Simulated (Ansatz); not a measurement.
# Run report: C, geometry relaxation (part 3 of 3)

C (slab, 20 atoms in the cell); DFT PBEsol, scalar-relativistic, plane waves, PAW, no spin polarisation (Ansatz 0.2.0); cutoff 420 eV, 12×12×1 k-mesh, Gaussian smearing of 0.05 eV. The structure derives from an entry of the Crystallography Open Database. It belongs to a series of runs on one base structure; here: (0 0 1) slab, atoms relaxed.

Geometry of the input (Å; fractional positions):
```
2.5068  0.0000  0.0000
-1.2534  2.1710  0.0000
0.0000  0.0000  34.0716
C  0.3333  0.6667  0.2201
C  0.0000  0.0000  0.2353
C  0.0000  0.0000  0.2804
C  0.6667  0.3333  0.2955
C  0.6667  0.3333  0.3406
C  0.3333  0.6667  0.3558
C  0.3333  0.6667  0.4016
C  0.6667  0.3333  0.4168
C  0.6667  0.3333  0.4619
C  0.0000  0.0000  0.4771
C  0.0000  0.0000  0.5229
C  0.6667  0.3333  0.5381
C  0.6667  0.3333  0.5832
C  0.3333  0.6667  0.5983
C  0.3333  0.6667  0.6434
C  0.0000  0.0000  0.6586
C  0.0000  0.0000  0.7044
C  0.3333  0.6667  0.7196
C  0.3333  0.6667  0.7647
C  0.6667  0.3333  0.7799
```

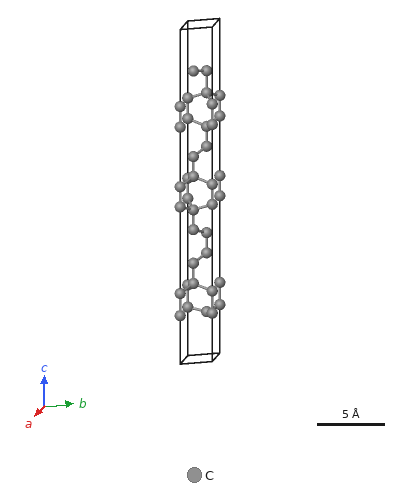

Fig. 1: The geometry at step 3 of the log (ball-and-stick view of the cell of the calculation, with the vacuum cut short, seen slightly off an axis).

The program's output, continued
```
relax step   6: F+E_penalty+E_count = -4929.09634331 eV  Δ(F+E_penalty+E_count) = -7.538e-7 eV  max|allowed force component| = 1.037e-2 eV/Å  Δτ_max = 0.0000 Å  (5 SCF iters, accepted)
WARN: The output density's exchange-correlation potential varies sharply where the density is thin. Do not read a vacuum level from v_tot or v_xc, or from such a field of the output density. On a cell that repeats whose density bears no net charge and no dipole along the vacuum's axis use v_es (v_loc + v_h of the components); under efield.dipole_correction with no amplitude use v_es + v_field, which holds any external_charges[].barrier, or the levels of the report's work_function block, which leave it out; under a non-zero efield.amplitude the vacuum is tilted and has no level; on a cell that repeats and bears such a dipole with no correction it is tilted too, and efield.dipole_correction with no amplitude gives each side of its ramp a level where efield: is served; in a cell that repeats whose density bears a net charge (total_charge, or a fill off its count) it is curved and has none; of a slab under crystal.periodic whose density bears no net charge use v_es, which has a level on each side, short of where the two are joined; of another it falls or rises all the way out and has none; of a slab beside external_charges read slab_vacuum_level instead, which it has where they leave it neutral. The grid or the basis barely resolves most such structure, and the values can differ between equally converged runs; as a rule a tighter scf.convergence.dr2_threshold does not remove it. Where the density itself ripples (under the LDA too) a higher basis.ecutwfc lessens it. The files hold the spikes' plane waves up to the density's cutoff. Files: v_tot_of_output_density and the like, and their columns of v_z.tsv (output.write_potential); v_xc_of_output_density and the like, and their columns of v_comp_z.tsv (output.write_potential_components). Measured: with its Gaussian average of σ = 0.25 Å subtracted twice, the exchange-correlation potential is over 0.1 eV at 1798 of the grid points where the equally averaged density (valence and model cores) is under 1e-3 e/Å³, and 0.394 eV at the most among them, at an averaged density of 9.3e-8 e/Å³. The input density's (outcome.potential() and, of a run that writes arrays, v_tot and v_xc) is over 0.1 eV, so measured, at 283 points of its own thin density, 0.548 eV at the most. See output.write_potential in the manual, Limitations
SCF converged after 5 iterations
Free energy (F): -4929.096343 eV
Harris-Foulkes:  -4929.096343 eV  (|F-HF|=7.99e-9)
Internal energy: -4929.091677 eV  (E = F + TS)
E sigma→0 (E₀):  -4929.094010 eV
Entropy (-TS):   -0.004666 eV (-0.233 meV/atom)
Fermi energy:    7.254191 eV
Dipole field:    D = -0.000751 V/Å  (p = -0.000770 e·Å, saw-weighted, corrected)
Work function:   Φ+ = 4.7623 eV   Φ− = 4.7367 eV
Levels:          The Fermi level and band energies are counted from a zero that moves with the ramp; work functions are not
--- Per-component energies (eV) ---
  E_band       = -268.664277
  E_kinetic    = 1839.583422
  E_local      = -95948.859245  (includes V_loc(G=0)·N_el)
  E_nonlocal   = 536.468408
  E_hartree    = 47321.185789
  E_xc         = -966.027910
  E_vxc        = -1202.660390  (∫ρ·V_xc dr)
  E_paw        = -1906.687868  (= ΣΔE_a)
  E_vpaw       = -135.614759  (= ΣTr[D̂ρ^β])
  E_aug_tail   = 0.000166  (compensation charges beyond the density's cutoff)
  E_efield     = 0.000000  (sawtooth field / dipole correction)
  E_vefield    = -0.000169  (∫n·V_field dr)
  E_ewald      = 44194.823549
  E_core_change = 0.422010  (= ΣΔE_core)
  E_smearing   = -0.004666  (= −TS)
  E_closure    = 0.000000  (closes the sum)
  Σ components = -4929.096343   (vs F -4929.096343, Δ=0.00e0)
--- Forces (eV/Å), atoms counted from 1 ---
  atom   1  C      0.00000000     0.00000000     0.00865563
  atom   2  C     -0.00000000    -0.00000000    -0.00798900
  atom   3  C     -0.00000000     0.00000000     0.00638276
  atom   4  C      0.00000000    -0.00000000    -0.00723198
  atom   5  C      0.00000000     0.00000000     0.00741615
  atom   6  C      0.00000000    -0.00000000    -0.00992752
  atom   7  C      0.00000000    -0.00000000    -0.00207856
  atom   8  C      0.00000000     0.00000000     0.00900962
  atom   9  C      0.00000000    -0.00000000    -0.00159894
  atom  10  C      0.00000000     0.00000000    -0.00231267
  atom  11  C      0.00000000     0.00000000     0.00316417
  atom  12  C      0.00000000    -0.00000000     0.00057649
  atom  13  C      0.00000000     0.00000000    -0.01026577
  atom  14  C      0.00000000    -0.00000000     0.00493959
  atom  15  C      0.00000000     0.00000000     0.00865849
  atom  16  C      0.00000000    -0.00000000    -0.00995806
  atom  17  C      0.00000000    -0.00000000     0.01036669
  atom  18  C      0.00000000     0.00000000    -0.00652832
  atom  19  C      0.00000000    -0.00000000     0.00509679
  atom  20  C      0.00000000     0.00000000    -0.00635876
  max |Σ_I F_I| component: 1.68e-5 eV/Å
--- Band table (eV; the first three rows and the last of 19) ---
  k-point 0: bands = ["-16.3144", "-16.0333", "-15.5998", "-15.0971", "-14.4530", "-13.7725", "-12.9649", "-12.0940", "-11.1721", "-10.6120", "-7.6178", "-6.2666", "-4.7751", "-3.2826", "-1.7273", "-0.1963", "1.3886", "2.4760", "2.4760", "2.6881", "2.6881", "2.9592", "2.9629", "2.9629", "3.3174", "3.3174", "3.6491", "3.6491", "4.0322", "4.0322", "4.3498", "4.3498", "4.4064", "4.7225", "4.7225", "5.0636", "5.0636", "5.2919", "5.2919", "7.7455", "7.8240", "10.8762", "10.8762", "11.2588", "11.3979", "11.3979", "11.6258", "11.8791", "11.9169", "11.9169", "12.1508", "12.7244", "12.7992", "12.7992", "12.9529", "13.0844", "13.0844", "13.3286", "13.7081", "13.8381"]
  k-point 1: bands = ["-16.1413", "-15.8605", "-15.4277", "-14.9257", "-14.2829", "-13.6039", "-12.7989", "-11.9312", "-11.0138", "-10.4581", "-7.4605", "-6.1159", "-4.6317", "-3.1493", "-1.6097", "-0.1060", "1.4265", "1.6117", "1.8297", "2.0928", "2.1226", "2.3088", "2.4904", "2.6032", "2.8494", "2.9094", "2.9568", "3.2941", "3.3170", "3.5988", "3.7079", "4.0167", "4.0637", "4.2537", "4.3861", "4.4500", "4.5846", "4.7939", "5.0217", "7.7710", "7.8118", "10.9273", "11.1847", "11.2810", "11.6095", "11.8136", "11.8248", "11.9073", "12.1612", "12.3773", "12.4077", "12.6344", "12.9431", "13.1231", "13.2337", "13.4359", "13.6174", "13.6281", "13.7256", "13.9948"]
  k-point 2: bands = ["-15.6237", "-15.3439", "-14.9131", "-14.4133", "-13.7749", "-13.1004", "-12.3034", "-11.4454", "-10.5416", "-9.9985", "-7.0006", "-5.6785", "-4.2210", "-2.7794", "-1.3088", "-0.4068", "-0.2114", "0.0405", "0.1750", "0.5878", "0.9387", "1.2433", "1.3762", "1.4652", "1.5653", "1.7830", "1.9226", "2.1394", "2.2115", "2.5393", "2.7032", "2.9063", "2.9443", "3.0469", "3.3577", "3.7662", "3.8978", "4.1193", "4.3481", "7.6884", "7.7139", "10.6532", "10.9135", "11.3682", "11.8373", "12.2308", "12.2629", "12.5000", "12.5911", "12.7607", "12.8083", "13.1296", "13.2890", "13.4953", "13.5961", "13.9642", "14.3168", "14.3562", "14.4229", "14.6516"]
  k-point 18: bands = ["-9.1481", "-8.8516", "-8.7961", "-8.7053", "-8.6975", "-8.4578", "-8.3943", "-7.9835", "-7.8624", "-6.7002", "-6.4472", "-6.4201", "-6.2054", "-6.0712", "-5.9149", "-5.8573", "-5.8534", "-5.5452", "-4.9346", "-4.9097", "-4.4453", "-4.3065", "-4.1461", "-3.6544", "-3.2659", "-3.0730", "-2.9039", "-2.5876", "-2.5161", "-2.4826", "-1.0791", "-0.3532", "-0.2335", "0.0225", "0.0253", "0.4271", "0.8634", "1.5170", "1.7878", "6.7987", "6.8309", "10.7534", "10.8087", "11.7161", "12.1873", "13.1906", "13.5468", "13.6573", "13.6843", "14.6596", "14.8768", "15.3210", "16.2233", "16.3444", "16.7661", "17.9076", "17.9088", "18.0138", "18.0704", "18.2182"]
--- Relaxed structure (6 steps of the walk, 6 accepted, 0 SCFs on fresh bases) ---
  F+E_penalty+E_count = -4929.09634331 eV   max|allowed force component| = 1.037e-2 eV/Å
  atoms:
    - { symbol: C, position: [0.3333333333333333, 0.6666666666666666, 0.22402102799281648] }
    - { symbol: C, position: [-6.223326742826689e-18, 1.052730342594393e-33, 0.23172599069425245] }
    - { symbol: C, position: [7.075077368414476e-19, 2.23197076381181e-33, 0.2808288080786407] }
    - { symbol: C, position: [0.6666666666666666, 0.3333333333333333, 0.2950916198065476] }
    - { symbol: C, position: [0.6666666666666666, 0.3333333333333333, 0.3406450273331628] }
    - { symbol: C, position: [0.3333333333333333, 0.6666666666666666, 0.35574237953107857] }
    - { symbol: C, position: [0.3333333333333333, 0.6666666666666666, 0.4016322661221316] }
    - { symbol: C, position: [0.6666666666666666, 0.3333333333333333, 0.41678963161284066] }
    - { symbol: C, position: [0.6666666666666666, 0.3333333333333333, 0.461899674916201] }
    - { symbol: C, position: [-1.459034570206939e-20, -1.0352783996543245e-34, 0.47707570512551584] }
    - { symbol: C, position: [-8.444264742467906e-21, -6.90882594998376e-34, 0.5229110747193809] }
    - { symbol: C, position: [0.6666666666666666, 0.3333333333333333, 0.5380826477018228] }
    - { symbol: C, position: [0.6666666666666666, 0.3333333333333333, 0.5832240996571164] }
    - { symbol: C, position: [0.3333333333333333, 0.6666666666666666, 0.5982860664760608] }
    - { symbol: C, position: [0.3333333333333333, 0.6666666666666666, 0.6434775896417324] }
    - { symbol: C, position: [-5.235653363192427e-20, -1.315655098197286e-33, 0.6585632876393773] }
    - { symbol: C, position: [7.594148690536374e-19, -1.2514200723382508e-33, 0.7048610263162356] }
    - { symbol: C, position: [0.3333333333333333, 0.6666666666666666, 0.7192796314857897] }
    - { symbol: C, position: [0.3333333333333333, 0.6666666666666666, 0.7682194492040327] }
    - { symbol: C, position: [0.6666666666666666, 0.3333333333333333, 0.7759883940452644] }
```

Trajectory as extended XYZ (Å, eV, eV/Å), 6 frames, from step=1 to step=6
```
20
Lattice="2.5068 0.0000 0.0000 -1.2534 2.1710 0.0000 0.0000 0.0000 34.0716" Properties=species:S:1:pos:R:3:forces:R:3 step=1 energy=-4927.98564
C     0.0000    1.4473    7.5000    0.0000   0.0000   4.2666
C     0.0000    0.0000    8.0170    0.0000   0.0000  -4.8275
C     0.0000    0.0000    9.5544    0.0000   0.0000   0.8545
C     1.2534    0.7237   10.0683    0.0000   0.0000  -0.4030
C     1.2534    0.7237   11.6058    0.0000   0.0000   0.1579
C     0.0000    1.4473   12.1227    0.0000   0.0000  -0.0711
C     0.0000    1.4473   13.6843    0.0000   0.0000   0.0385
C     1.2534    0.7237   14.2014    0.0000   0.0000  -0.0205
C     1.2534    0.7237   15.7379    0.0000   0.0000   0.0110
C     0.0000    0.0000   16.2550    0.0000   0.0000  -0.0084
C     0.0000    0.0000   17.8166    0.0000   0.0000   0.0088
C     1.2534    0.7237   18.3335    0.0000   0.0000  -0.0109
C     1.2534    0.7237   19.8710    0.0000   0.0000   0.0194
C     0.0000    1.4473   20.3849    0.0000   0.0000  -0.0376
C     0.0000    1.4473   21.9224    0.0000   0.0000   0.0792
C     0.0000    0.0000   22.4393    0.0000   0.0000  -0.1605
C     0.0000    0.0000   24.0009    0.0000   0.0000   0.3739
C     0.0000    1.4473   24.5180    0.0000   0.0000  -0.8227
C     0.0000    1.4473   26.0545    0.0000   0.0000   4.7938
C     1.2534    0.7237   26.5716    0.0000   0.0000  -4.2400
20
Lattice="2.5068 0.0000 0.0000 -1.2534 2.1710 0.0000 0.0000 0.0000 34.0716" Properties=species:S:1:pos:R:3:forces:R:3 step=2 energy=-4928.81699
C     0.0000    1.4473    7.6208    0.0000   0.0000   1.6091
C     0.0000    0.0000    8.0029    0.0000   0.0000  -2.6420
C     0.0000    0.0000    9.5590    0.0000   0.0000   0.9612
C     1.2534    0.7237   10.0650    0.0000   0.0000  -0.0306
C     1.2534    0.7237   11.6055    0.0000   0.0000   0.0953
C     0.0000    1.4473   12.1214    0.0000   0.0000  -0.0023
C     0.0000    1.4473   13.6838    0.0000   0.0000   0.0159
C     1.2534    0.7237   14.2008    0.0000   0.0000  -0.0033
C     1.2534    0.7237   15.7376    0.0000   0.0000   0.0052
C     0.0000    0.0000   16.2548    0.0000   0.0000  -0.0029
C     0.0000    0.0000   17.8167    0.0000   0.0000   0.0025
C     1.2534    0.7237   18.3337    0.0000   0.0000  -0.0080
C     1.2534    0.7237   19.8715    0.0000   0.0000   0.0049
C     0.0000    1.4473   20.3852    0.0000   0.0000  -0.0164
C     0.0000    1.4473   21.9235    0.0000   0.0000   0.0065
C     0.0000    0.0000   22.4392    0.0000   0.0000  -0.0840
C     0.0000    0.0000   24.0039    0.0000   0.0000   0.0130
C     0.0000    1.4473   24.5139    0.0000   0.0000  -0.9337
C     0.0000    1.4473   26.0686    0.0000   0.0000   2.6154
C     1.2534    0.7237   26.4518    0.0000   0.0000  -1.6047
20
Lattice="2.5068 0.0000 0.0000 -1.2534 2.1710 0.0000 0.0000 0.0000 34.0716" Properties=species:S:1:pos:R:3:forces:R:3 step=3 energy=-4929.06509
C     0.0000    1.4473    7.5647    0.0000   0.0000   0.2609
C     0.0000    0.0000    7.8236    0.0000   0.0000   0.2147
C     0.0000    0.0000    9.5406    0.0000   0.0000   0.0812
C     1.2534    0.7237   10.0289    0.0000   0.0000  -0.0905
C     1.2534    0.7237   11.6017    0.0000   0.0000  -0.1693
C     0.0000    1.4473   12.1190    0.0000   0.0000  -0.1711
C     0.0000    1.4473   13.6877    0.0000   0.0000  -0.1177
C     1.2534    0.7237   14.2033    0.0000   0.0000  -0.0241
C     1.2534    0.7237   15.7400    0.0000   0.0000  -0.0213
C     0.0000    0.0000   16.2563    0.0000   0.0000  -0.0057
C     0.0000    0.0000   17.8166    0.0000   0.0000   0.0045
C     1.2534    0.7237   18.3327    0.0000   0.0000   0.0241
C     1.2534    0.7237   19.8706    0.0000   0.0000   0.0191
C     0.0000    1.4473   20.3831    0.0000   0.0000   0.1177
C     0.0000    1.4473   21.9280    0.0000   0.0000   0.1474
C     0.0000    0.0000   22.4442    0.0000   0.0000   0.1207
C     0.0000    0.0000   24.0401    0.0000   0.0000   0.1291
C     0.0000    1.4473   24.5331    0.0000   0.0000  -0.0635
C     0.0000    1.4473   26.2411    0.0000   0.0000  -0.1894
C     1.2534    0.7237   26.5042    0.0000   0.0000  -0.2658
20
Lattice="2.5068 0.0000 0.0000 -1.2534 2.1710 0.0000 0.0000 0.0000 34.0716" Properties=species:S:1:pos:R:3:forces:R:3 step=4 energy=-4929.09516
C     0.0000    1.4473    7.6295    0.0000   0.0000   0.0856
C     0.0000    0.0000    7.8995    0.0000   0.0000  -0.1456
C     0.0000    0.0000    9.5634    0.0000   0.0000   0.0428
C     1.2534    0.7237   10.0500    0.0000   0.0000   0.0647
C     1.2534    0.7237   11.6038    0.0000   0.0000  -0.0152
C     0.0000    1.4473   12.1184    0.0000   0.0000  -0.0104
C     0.0000    1.4473   13.6826    0.0000   0.0000   0.0198
C     1.2534    0.7237   14.2001    0.0000   0.0000  -0.0299
C     1.2534    0.7237   15.7371    0.0000   0.0000   0.0066
C     0.0000    0.0000   16.2545    0.0000   0.0000  -0.0086
C     0.0000    0.0000   17.8164    0.0000   0.0000   0.0084
C     1.2534    0.7237   18.3336    0.0000   0.0000  -0.0042
C     1.2534    0.7237   19.8717    0.0000   0.0000   0.0317
C     0.0000    1.4473   20.3862    0.0000   0.0000  -0.0263
C     0.0000    1.4473   21.9264    0.0000   0.0000   0.0088
C     0.0000    0.0000   22.4405    0.0000   0.0000   0.0178
C     0.0000    0.0000   24.0200    0.0000   0.0000  -0.0649
C     0.0000    1.4473   24.5111    0.0000   0.0000  -0.0234
C     0.0000    1.4473   26.1719    0.0000   0.0000   0.1214
C     1.2534    0.7237   26.4431    0.0000   0.0000  -0.0796
20
Lattice="2.5068 0.0000 0.0000 -1.2534 2.1710 0.0000 0.0000 0.0000 34.0716" Properties=species:S:1:pos:R:3:forces:R:3 step=5 energy=-4929.09634
C     0.0000    1.4473    7.6328    0.0000   0.0000   0.0084
C     0.0000    0.0000    7.8953    0.0000   0.0000  -0.0080
C     0.0000    0.0000    9.5683    0.0000   0.0000   0.0066
C     1.2534    0.7237   10.0542    0.0000   0.0000  -0.0075
C     1.2534    0.7237   11.6063    0.0000   0.0000   0.0076
C     0.0000    1.4473   12.1207    0.0000   0.0000  -0.0100
C     0.0000    1.4473   13.6843    0.0000   0.0000  -0.0021
C     1.2534    0.7237   14.2007    0.0000   0.0000   0.0089
C     1.2534    0.7237   15.7377    0.0000   0.0000  -0.0015
C     0.0000    0.0000   16.2547    0.0000   0.0000  -0.0024
C     0.0000    0.0000   17.8164    0.0000   0.0000   0.0033
C     1.2534    0.7237   18.3333    0.0000   0.0000   0.0008
C     1.2534    0.7237   19.8714    0.0000   0.0000  -0.0105
C     0.0000    1.4473   20.3846    0.0000   0.0000   0.0048
C     0.0000    1.4473   21.9243    0.0000   0.0000   0.0088
C     0.0000    0.0000   22.4383    0.0000   0.0000  -0.0102
C     0.0000    0.0000   24.0157    0.0000   0.0000   0.0107
C     0.0000    1.4473   24.5070    0.0000   0.0000  -0.0069
C     0.0000    1.4473   26.1745    0.0000   0.0000   0.0052
C     1.2534    0.7237   26.4392    0.0000   0.0000  -0.0060
20
Lattice="2.5068 0.0000 0.0000 -1.2534 2.1710 0.0000 0.0000 0.0000 34.0716" Properties=species:S:1:pos:R:3:forces:R:3 step=6 energy=-4929.09634
C     0.0000    1.4473    7.6328    0.0000   0.0000   0.0087
C     0.0000    0.0000    7.8953    0.0000   0.0000  -0.0080
C     0.0000    0.0000    9.5683    0.0000   0.0000   0.0064
C     1.2534    0.7237   10.0542    0.0000   0.0000  -0.0072
C     1.2534    0.7237   11.6063    0.0000   0.0000   0.0074
C     0.0000    1.4473   12.1207    0.0000   0.0000  -0.0099
C     0.0000    1.4473   13.6843    0.0000   0.0000  -0.0021
C     1.2534    0.7237   14.2007    0.0000   0.0000   0.0090
C     1.2534    0.7237   15.7377    0.0000   0.0000  -0.0016
C     0.0000    0.0000   16.2547    0.0000   0.0000  -0.0023
C     0.0000    0.0000   17.8164    0.0000   0.0000   0.0032
C     1.2534    0.7237   18.3333    0.0000   0.0000   0.0006
C     1.2534    0.7237   19.8714    0.0000   0.0000  -0.0103
C     0.0000    1.4473   20.3846    0.0000   0.0000   0.0049
C     0.0000    1.4473   21.9243    0.0000   0.0000   0.0087
C     0.0000    0.0000   22.4383    0.0000   0.0000  -0.0100
C     0.0000    0.0000   24.0157    0.0000   0.0000   0.0104
C     0.0000    1.4473   24.5070    0.0000   0.0000  -0.0065
C     0.0000    1.4473   26.1745    0.0000   0.0000   0.0051
C     1.2534    0.7237   26.4392    0.0000   0.0000  -0.0064
```

Key numbers

| quantity | value |
| --- | --- |
| outcome | converged |
| electrons treated | 80 |
| free energy | −4929.0963 eV |
| work function, top face | 4.76 eV |
| work function, bottom face | 4.74 eV |
| Fermi energy | 7.254 eV |
| gap on the k-point mesh | none (metallic) |
| final volume | 185.43 Å³ |
| work function (upper face) | 4.76 eV |
| largest force (length of the vector) at the end | 0.010 eV/Å |
| hardware | 2 threads of Intel Xeon (Granite Rapids), 32 GiB of memory available, shared host |
| wall time | 45 s (CPU time 90 s) |
| peak memory | 0.58 GiB |

Remarks

Warnings of the run: the exchange-correlation potential is rough where the density is thin.
